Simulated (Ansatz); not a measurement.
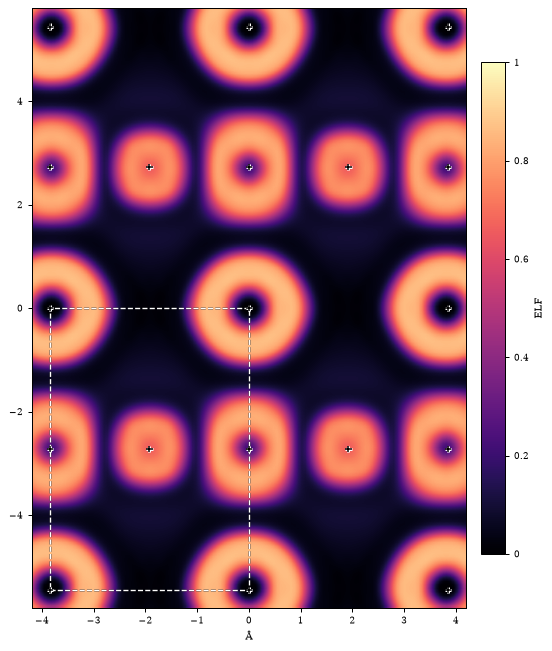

The electron localisation function on a plane through atoms (crosses mark nuclei in the plane).

Theory: DFT PBEsol, scalar-relativistic, plane waves, PAW in Ansatz.

Candidates:
A. SrVO$_{3}$, a = 3.85 Å, b = 3.85 Å, c = 3.85 Å, α = 90.00°, β = 90.00°, γ = 90.00°. Space group Pm-3m; changed on purpose from its base cell (volume × 1.03); computed pressure about −6 GPa in this cell; spin-polarised.
B. Pt, a = 2.77 Å, b = 2.77 Å, c = 13.42 Å, α = 90.00°, β = 90.00°, γ = 120.00°. Space group P-3m1; not relaxed (largest force 1.3 eV/Å); computed pressure about 4 GPa in this cell.
C. InAs, a = 6.09 Å, b = 6.09 Å, c = 6.09 Å, α = 90.00°, β = 90.00°, γ = 90.00°. Space group F-43m.

### Which system is this?

Candidate A: SrVO$_{3}$ on the (110) plane of the conventional cell, which holds Sr, V and O. V–O (1.92 Å): the ELF peaks at about 0.80 in the valence shell of O, 0.6 Å from its nucleus, and is about 0.20 at the midpoint (no localised pair shows between them). Sr–O (2.72 Å): the ELF is about 0.05 at the midpoint (no shared electron pair shows on this line).
